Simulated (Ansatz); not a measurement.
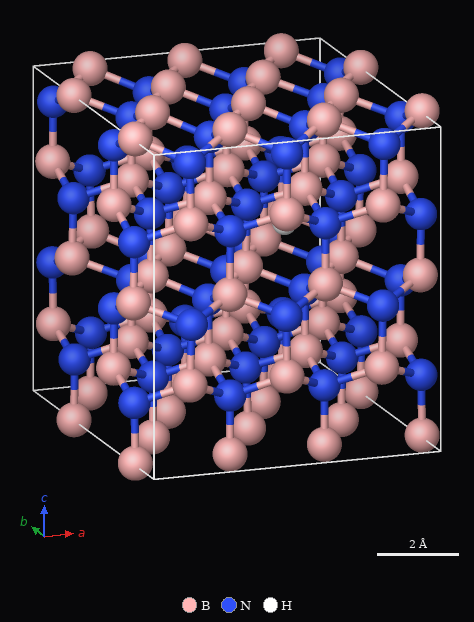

**Figure 1.** The structure as given in the input (ball-and-stick view of the cell of the calculation, seen slightly off an axis).

# Geometry relaxation of B48N48H (part 1 of 3)

- system: B48N48H (defect cell, 97 atoms in the cell)
- method: DFT, PBEsol, PAW, plane waves (Ansatz 0.2.0)

### Input file
```yaml
crystal:
  lattice:
    - [7.622990, 0.000000, 0.000000]
    - [0.000000, 8.802271, 0.000000]
    - [0.000000, 0.000000, 8.406582]
  atoms:
    - { symbol: B, position: [0.005021, 0.166509, 0.003937] }
    - { symbol: B, position: [0.999734, 0.168943, 0.497750] }
    - { symbol: B, position: [0.333679, 0.162917, 0.004827] }
    - { symbol: B, position: [0.334683, 0.166184, 0.495824] }
    - { symbol: B, position: [0.170709, 0.416319, 0.002118] }
    - { symbol: B, position: [0.165683, 0.416074, 0.499467] }
    - { symbol: B, position: [0.001892, 0.666527, 0.001004] }
    - { symbol: B, position: [0.995444, 0.666632, 0.500281] }
    - { symbol: B, position: [0.664094, 0.166137, 0.005183] }
    - { symbol: B, position: [0.666405, 0.163251, 0.500331] }
    - { symbol: B, position: [0.504130, 0.414047, 0.001411] }
    - { symbol: B, position: [0.494897, 0.416149, 0.499938], spin: 0.125 }
    - { symbol: B, position: [0.330852, 0.666492, 0.998418] }
    - { symbol: B, position: [0.333141, 0.668281, 0.498528] }
    - { symbol: B, position: [0.164004, 0.918535, 0.000557] }
    - { symbol: B, position: [0.168629, 0.915843, 0.499656] }
    - { symbol: B, position: [0.829601, 0.418516, 0.997899] }
    - { symbol: B, position: [0.829755, 0.420074, 0.499987], spin: 0.125 }
    - { symbol: B, position: [0.662249, 0.668172, 0.999408] }
    - { symbol: B, position: [0.663645, 0.667226, 0.500608], spin: 0.125 }
    - { symbol: B, position: [0.495257, 0.920098, 0.996690] }
    - { symbol: B, position: [0.499187, 0.917003, 0.502534] }
    - { symbol: B, position: [0.829946, 0.916259, 0.998561] }
    - { symbol: B, position: [0.835052, 0.918007, 0.500334] }
    - { symbol: B, position: [0.161642, 0.085664, 0.253438] }
    - { symbol: B, position: [0.164295, 0.085166, 0.750641] }
    - { symbol: B, position: [0.000416, 0.335166, 0.250974] }
    - { symbol: B, position: [0.001296, 0.333540, 0.756047] }
    - { symbol: B, position: [0.499794, 0.085971, 0.251832] }
    - { symbol: B, position: [0.499027, 0.084508, 0.752464] }
    - { symbol: B, position: [0.333551, 0.337621, 0.249830] }
    - { symbol: B, position: [0.334749, 0.337441, 0.747701] }
    - { symbol: B, position: [0.166765, 0.584334, 0.250952] }
    - { symbol: B, position: [0.167339, 0.584655, 0.748116] }
    - { symbol: B, position: [0.002046, 0.837217, 0.250384] }
    - { symbol: B, position: [0.999806, 0.837427, 0.750993] }
    - { symbol: B, position: [0.829829, 0.085175, 0.250731] }
    - { symbol: B, position: [0.834107, 0.083952, 0.750453] }
    - { symbol: B, position: [0.666949, 0.330345, 0.248872] }
    - { symbol: B, position: [0.666425, 0.333491, 0.748502] }
    - { symbol: B, position: [0.496305, 0.581275, 0.249286] }
    - { symbol: B, position: [0.501247, 0.584765, 0.751121] }
    - { symbol: B, position: [0.338050, 0.833758, 0.248904] }
    - { symbol: B, position: [0.330644, 0.834232, 0.749034] }
    - { symbol: B, position: [0.833046, 0.583908, 0.251126] }
    - { symbol: B, position: [0.833210, 0.580982, 0.752449] }
    - { symbol: B, position: [0.664933, 0.831341, 0.248760] }
    - { symbol: B, position: [0.667158, 0.833675, 0.750746] }
    - { symbol: N, position: [0.001052, 0.164473, 0.190755] }
    - { symbol: N, position: [0.002980, 0.170811, 0.684470] }
    - { symbol: N, position: [0.335275, 0.164943, 0.184414] }
    - { symbol: N, position: [0.336972, 0.167386, 0.690371] }
    - { symbol: N, position: [0.172821, 0.418244, 0.186767] }
    - { symbol: N, position: [0.161887, 0.417549, 0.691402] }
    - { symbol: N, position: [0.003265, 0.664767, 0.187187] }
    - { symbol: N, position: [0.999638, 0.665651, 0.684714] }
    - { symbol: N, position: [0.664851, 0.167620, 0.186394] }
    - { symbol: N, position: [0.667215, 0.165247, 0.686996] }
    - { symbol: N, position: [0.495625, 0.418569, 0.187338] }
    - { symbol: N, position: [0.499764, 0.415419, 0.689930], spin: 0.125 }
    - { symbol: N, position: [0.329725, 0.667512, 0.187500] }
    - { symbol: N, position: [0.332623, 0.667286, 0.686774] }
    - { symbol: N, position: [0.165755, 0.915206, 0.187115] }
    - { symbol: N, position: [0.161344, 0.915862, 0.687280] }
    - { symbol: N, position: [0.832434, 0.418854, 0.188477] }
    - { symbol: N, position: [0.828928, 0.417846, 0.687172], spin: 0.125 }
    - { symbol: N, position: [0.664463, 0.664756, 0.183911] }
    - { symbol: N, position: [0.665163, 0.669370, 0.692541], spin: 0.125 }
    - { symbol: N, position: [0.497185, 0.924375, 0.192568] }
    - { symbol: N, position: [0.501849, 0.914945, 0.685819] }
    - { symbol: N, position: [0.835195, 0.916809, 0.189057] }
    - { symbol: N, position: [0.828699, 0.919162, 0.685268] }
    - { symbol: N, position: [0.167350, 0.084705, 0.439136] }
    - { symbol: N, position: [0.161454, 0.085482, 0.938300] }
    - { symbol: N, position: [0.000654, 0.332823, 0.435972] }
    - { symbol: N, position: [0.001877, 0.335325, 0.938280] }
    - { symbol: N, position: [0.497643, 0.084603, 0.437975] }
    - { symbol: N, position: [0.497989, 0.080962, 0.940141] }
    - { symbol: N, position: [0.329293, 0.334025, 0.434608] }
    - { symbol: N, position: [0.335131, 0.332582, 0.936050] }
    - { symbol: N, position: [0.168036, 0.580793, 0.441504] }
    - { symbol: N, position: [0.167931, 0.584902, 0.941318] }
    - { symbol: N, position: [0.996898, 0.833397, 0.440973] }
    - { symbol: N, position: [0.999144, 0.832017, 0.936517] }
    - { symbol: N, position: [0.833054, 0.082397, 0.441103] }
    - { symbol: N, position: [0.836928, 0.079271, 0.939958] }
    - { symbol: N, position: [0.665252, 0.333420, 0.436394] }
    - { symbol: N, position: [0.668594, 0.337839, 0.938040] }
    - { symbol: N, position: [0.497397, 0.582331, 0.440268] }
    - { symbol: N, position: [0.493437, 0.580637, 0.938519] }
    - { symbol: N, position: [0.335470, 0.835678, 0.433809] }
    - { symbol: N, position: [0.331111, 0.828809, 0.937502] }
    - { symbol: N, position: [0.831033, 0.581324, 0.440383], spin: 0.125 }
    - { symbol: N, position: [0.836404, 0.583847, 0.939988] }
    - { symbol: N, position: [0.673562, 0.832360, 0.435038] }
    - { symbol: N, position: [0.664631, 0.832076, 0.936153] }
    - { symbol: H, position: [0.665496, 0.499800, 0.595457], spin: 0.125 }
  symmetry: { detect: false }
kpoints:
  mp_grid: { grid: [1, 1, 1], shift: [0.25, 0.25, 0.25] }
hamiltonian:
  xc: pbesol
magnetization:
  spin_polarized: true
scf:
  occupations: { method: fermi_dirac, width: 0.01 }
relax:
  f_tol: 0.03
  max_steps: 80
  escape_saddle: false
  adjacent_minimum: "off"
output:
  forces: true
  eigenvalues: true
  populations: true
```

Hardware: 8 threads of Intel Xeon, 18 GiB of memory available, shared host.

Command:
```bash
ansatz run in.yaml --threads 8 --pin off --max-ram 17100MiB --runs-dir r --events-out ev --progress --plain
```

### Log
```
Pseudopotentials: kind: paw
Functional definition: PBEsol
  exchange = pbesol_x
  correlation = pbesol_c
Crystal: 97 atoms, lattice volume = 564.078 Å³
Basis set: ecut = 420 eV, 11009 PW (Γ), exchange–correlation on 108×120×120 points (8 copies of the dense FFT grid, shifted against one another)
Bands: 290, of which v1, the nominal top of the filled ones, is band 193 counted from 1 (192 counted from 0)
Symmetry: 1 space group operations
k-points: 1
Non-local potential: B, projectors of the file, l = 0: 2, l = 1: 2, l = 2: 1
Non-local potential: N, projectors of the file, l = 0: 2, l = 1: 2, l = 2: 1
Non-local potential: H, projectors of the file, l = 0: 2, l = 1: 1
PAW form: soft (Blöchl's): semilocal exchange-correlation on the pseudo side does not see the compensation charge
PAW frozen core: B, regenerated for the run's functional, and the local potential with it (the file was generated under x = pbe(κ = 0.804, μ = 0.2195149727645171), c = pbe(β = 0.06672455060314922))
PAW frozen core: N, regenerated for the run's functional, and the local potential with it (the file was generated under x = pbe(κ = 0.804, μ = 0.2195149727645171), c = pbe(β = 0.06672455060314922))
PAW one-centre angular grid: B, 110 points (default); XC on 64 Gauss nodes
PAW one-centre angular grid: N, 110 points (default); XC on 64 Gauss nodes
PAW one-centre angular grid: H, 110 points (default); XC on 64 Gauss nodes
Initial density: superposition of atomic densities (chi_scale 0.1, normalization cell, long waves kept (reshape's long-wave potential 0.02 eV rms))
Starting moments: Σ|m| = 1 μB on 8 of 97 sites
Initial wavefunctions: pseudopotential atomic-orbital guess
Functional: x = pbesol(κ = 0.804, μ = 0.12345679012345678), c = pbesol(β = 0.046)
SCF iter   1: F=—  HF=-25662.352675 eV  |F-HF|=—  |Δ(HF+E_count)|=         —  Δρ=7.10e-2 (↑7.10e-2 ↓7.09e-2)  dr2=9.04e1  dr2_m=2.40e-1  M=1.000 μB ∫|m|=1.020 μB  β_m=0.30  ethr=3.10e-3  ⟨swp⟩=6.0  Hψ=2176  notcnv=0  defer=166
preconditioner: auto → Resta (q_TF=auto, 2.560 Å⁻¹)  ε∞=3.9  [insulator: Δε(μ)=0.296 eV  Ē_g=18.073 eV  σ=0.010 eV  W_gap=1.00  n_scr=154 (ndim 8)  ℏωp=30.7 eV  f_vac=0.000  D(μ)=0.00/eV (n_scr^D=0)  ε∞_Penn≈3.9]
spin=Collinear: Resta preconditioning applied to the charge; magnetization (m = ρ↑ − ρ↓) channel mixes plain (no charge-response kernel on spin).
SCF iter   2: F=—  HF=-25642.606276 eV  |F-HF|=—  |Δ(HF+E_count)|=    1.97e1  Δρ=4.47e-2 (↑4.47e-2 ↓4.45e-2)  dr2=3.36e1  dr2_m=1.31e-1  M=1.000 μB ∫|m|=1.020 μB  β_m=0.30  ethr=3.10e-3  ⟨swp⟩=2.0  Hψ=1000  notcnv=0  defer=182
SCF iter   3: F=—  HF=-25632.415039 eV  |F-HF|=—  |Δ(HF+E_count)|=    1.02e1  Δρ=1.96e-2 (↑1.96e-2 ↓1.93e-2)  dr2=4.80e0  dr2_m=6.91e-2  M=1.000 μB ∫|m|=1.020 μB  β_m=0.30  ethr=3.10e-3  ⟨swp⟩=2.5  Hψ=797  notcnv=0  defer=182
SCF iter   4: F=—  HF=-25631.084910 eV  |F-HF|=—  |Δ(HF+E_count)|=    1.33e0  Δρ=3.79e-3 (↑3.79e-3 ↓3.72e-3)  dr2=5.78e-2  dr2_m=3.84e-2  M=1.000 μB ∫|m|=1.023 μB  β_m=0.30  ethr=1.25e-3  ⟨swp⟩=3.0  Hψ=1053  notcnv=0  defer=185
SCF iter   5: F=—  HF=-25631.130250 eV  |F-HF|=—  |Δ(HF+E_count)|=   4.53e-2  Δρ=2.86e-3 (↑2.86e-3 ↓2.84e-3)  dr2=3.01e-2  dr2_m=2.19e-2  M=1.000 μB ∫|m|=1.025 μB  β_m=0.30  ethr=1.50e-5  ⟨swp⟩=2.5  Hψ=551  notcnv=0  defer=185
SCF iter   6: F=—  HF=-25631.170707 eV  |F-HF|=—  |Δ(HF+E_count)|=   4.05e-2  Δρ=1.59e-3 (↑1.56e-3 ↓1.59e-3)  dr2=6.80e-4  dr2_m=1.25e-2  M=1.000 μB ∫|m|=1.028 μB  β_m=0.30  ethr=7.82e-6  ⟨swp⟩=2.5  Hψ=793  notcnv=0  defer=185
SCF iter   7: F=—  HF=-25631.178207 eV  |F-HF|=—  |Δ(HF+E_count)|=   7.50e-3  Δρ=1.20e-3 (↑1.18e-3 ↓1.20e-3)  dr2=2.02e-4  dr2_m=7.20e-3  M=1.000 μB ∫|m|=1.031 μB  β_m=0.30  ethr=1.77e-7  ⟨swp⟩=3.0  Hψ=879  notcnv=0  defer=185
Mixer restart at iter 7: flushing history
spin-set hold released at iteration 7 (site moments contracting): the magnetisation degrees of freedom join the quasi-Newton model from the next iteration; the mixer history was flushed
SCF iter   8: F=—  HF=-25631.182916 eV  |F-HF|=—  |Δ(HF+E_count)|=   4.71e-3  Δρ=9.13e-4 (↑8.90e-4 ↓9.13e-4)  dr2=1.16e-4  dr2_m=4.14e-3  M=1.000 μB ∫|m|=1.034 μB  β_m=0.65  ethr=5.24e-8  ⟨swp⟩=3.0  Hψ=785  notcnv=0  defer=185
SCF iter   9: F=—  HF=-25631.189562 eV  |F-HF|=—  |Δ(HF+E_count)|=   6.65e-3  Δρ=4.37e-5 (↑4.20e-5 ↓4.37e-5)  dr2=1.92e-5  dr2_m=4.66e-6  M=1.000 μB ∫|m|=1.043 μB  β_m=0.78  ethr=3.01e-8  ⟨swp⟩=4.5  Hψ=1128  notcnv=0  defer=185
SCF iter  10: F=—  HF=-25631.189546 eV  |F-HF|=—  |Δ(HF+E_count)|=   1.59e-5  Δρ=1.50e-5 (↑1.50e-5 ↓1.34e-5)  dr2=1.96e-6  dr2_m=3.34e-7  M=1.000 μB ∫|m|=1.044 μB  β_m=0.81  ethr=4.98e-9  ⟨swp⟩=16.5  Hψ=3536  notcnv=0
SCF iter  11: F=-25631.189546 eV  HF=-25631.189546 eV  |F-HF|=6.77e-8  |Δ(HF+E_count)|=   3.33e-8  Δρ=4.29e-6 (↑4.29e-6 ↓3.86e-6)  dr2=1.68e-7  dr2_m=2.47e-8  M=1.000 μB ∫|m|=1.044 μB  ethr=5.08e-10  ⟨swp⟩=3.0  Hψ=1212  notcnv=0
SCF 1 converged in 11 iterations: F = -25631.189546 eV  dr2 = 1.68e-7
  greatest PAW one-centre occupation: 0.792 electrons in one spin orbital (limit 2), on the N atom at site 65 (counted from 0), in its partial waves of l = 0
relax step   1: F+E_penalty+E_count = -25631.18954559 eV  Δ(F+E_penalty+E_count) = +0.000e0 eV  max|allowed force component| = 2.187e0 eV/Å  Δτ_max = 0.0000 Å  (11 SCF iters, dr2 threshold 2.25e-5 eV, accepted)
Initial density: handed on by an earlier stage of this run
Starting moments: Σ|m| = 1 μB on 8 of 97 sites; this step starts from the density that it was given
Initial wavefunctions: those handed on with the density
iter 1 solved again at ethr=6.41e-5 eV; its pass at ethr=3.10e-3 eV (dr2=2.47e-1 eV) is discarded
SCF iter   1: F=—  HF=-25632.860122 eV  |F-HF|=—  |Δ(HF+E_count)|=         —  Δρ=4.18e-3 (↑4.18e-3 ↓3.93e-3)  dr2=2.48e-1  dr2_m=5.50e-3  M=1.000 μB ∫|m|=1.045 μB  β_m=0.30  ethr=6.41e-5  ⟨swp⟩=2.0  Hψ=1837  notcnv=0  defer=185
preconditioner: auto → Resta (q_TF=auto, 2.560 Å⁻¹)  ε∞=4.0  [insulator: Δε(μ)=1.516 eV  Ē_g=17.573 eV  σ=0.010 eV  W_gap=1.00  n_scr=154 (ndim 8)  ℏωp=30.7 eV  f_vac=0.000  D(μ)=0.00/eV (n_scr^D=0)  ε∞_Penn≈4.0]
spin=Collinear: Resta preconditioning applied to the charge; magnetization (m = ρ↑ − ρ↓) channel mixes plain (no charge-response kernel on spin).
SCF iter   2: F=—  HF=-25632.820330 eV  |F-HF|=—  |Δ(HF+E_count)|=   3.98e-2  Δρ=2.91e-3 (↑2.91e-3 ↓2.71e-3)  dr2=1.10e-1  dr2_m=2.89e-3  M=1.000 μB ∫|m|=1.045 μB  β_m=0.60  ethr=6.41e-5  ⟨swp⟩=2.0  Hψ=401  notcnv=0  defer=185
SCF iter   3: F=—  HF=-25632.789550 eV  |F-HF|=—  |Δ(HF+E_count)|=   3.08e-2  Δρ=3.98e-4 (↑3.98e-4 ↓3.66e-4)  dr2=1.67e-3  dr2_m=5.42e-5  M=1.000 μB ∫|m|=1.045 μB  β_m=0.63  ethr=2.86e-5  ⟨swp⟩=3.0  Hψ=701  notcnv=0  defer=185
SCF iter   4: F=—  HF=-25632.788373 eV  |F-HF|=—  |Δ(HF+E_count)|=   1.18e-3  Δρ=1.12e-4 (↑1.12e-4 ↓1.03e-4)  dr2=1.48e-4  dr2_m=3.08e-6  M=1.000 μB ∫|m|=1.045 μB  β_m=0.75  ethr=4.34e-7  ⟨swp⟩=2.5  Hψ=857  notcnv=0  defer=185
SCF iter   5: F=-25632.788364 eV  HF=-25632.788365 eV  |F-HF|=3.49e-7  |Δ(HF+E_count)|=   8.06e-6  Δρ=1.71e-5 (↑1.71e-5 ↓1.70e-5)  dr2=4.54e-6  dr2_m=1.11e-7  M=1.000 μB ∫|m|=1.045 μB  ethr=2.60e-8  ⟨swp⟩=13.5  Hψ=3329  notcnv=0
SCF 2 converged in 5 iterations: F = -25632.788364 eV  dr2 = 4.54e-6
  greatest PAW one-centre occupation: 0.790 electrons in one spin orbital (limit 2), on the N atom at site 65 (counted from 0), in its partial waves of l = 0
relax step   2: F+E_penalty+E_count = -25632.78836427 eV  Δ(F+E_penalty+E_count) = -1.599e0 eV  max|allowed force component| = 9.841e-1 eV/Å  Δτ_max = 0.0669 Å  (5 SCF iters, dr2 threshold 1.00e-4 eV, accepted)
```
